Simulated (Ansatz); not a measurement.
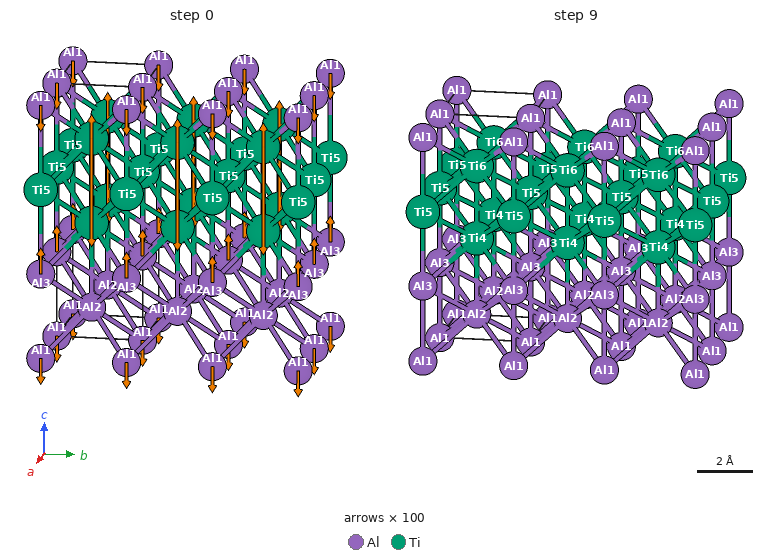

The structure of solid TiAl (set up in P4/mmm) before (left) and after (right) a relaxation, at one scale. The orange arrows give the displacements (the part carried along by the change of the cell is left out), 100 times their true length.

Style: ball-and-stick. Shown: the cell of the calculation, repeated 2 × 3 × 1 with one cell outlined, slightly off an axis.

Case: superlattice of 3 and 3 planes along [0 0 1].

Level of theory: Ansatz 0.2.0, DFT PBEsol, scalar-relativistic, plane waves, PAW. Settings: plane-wave cutoff 420 eV; k-point mesh 12 × 12 × 4; occupations gaussian; smearing width 0.1 eV; no spin polarisation; cell and atoms relaxed; force threshold 0.01 eV/Å; at most 45 steps.

**Describe what moved and what it gained.**

The largest moves relative to the cell, 0.042 Å, are those of Ti4 and Ti6. Ti4 goes along +c. By element the largest moves are Ti 0.042 Å, Al 0.010 Å. Cell: a = b 3.212 → 3.396 Å (+5.7 %), c 9.635 → 8.521 Å (−11.6 %). Volume −1.1 %. Some distances before and after: Ti4–Ti6 3.212 → 2.757 Å, Al1–Ti5 3.212 → 2.830 Å, Al1–Al3 3.212 → 2.861 Å, Al2–Ti4 3.212 → 2.882 Å. The space group stays P4/mmm (No. 123). The energy falls by 0.439 eV per cell of the calculation in 6 accepted moves (9 points after the start). Largest force component: 0.097 eV/Å at the start, 0.0039 eV/Å at the end. Pressure: −2.38 GPa at the start and −0.04 GPa at the end. The line search rejected the trial step at point 3 of the run. At 2 points the geometry stayed and the basis and grid were re-selected for the new cell (energy shift of 3.0 meV per cell of the calculation at most each time).
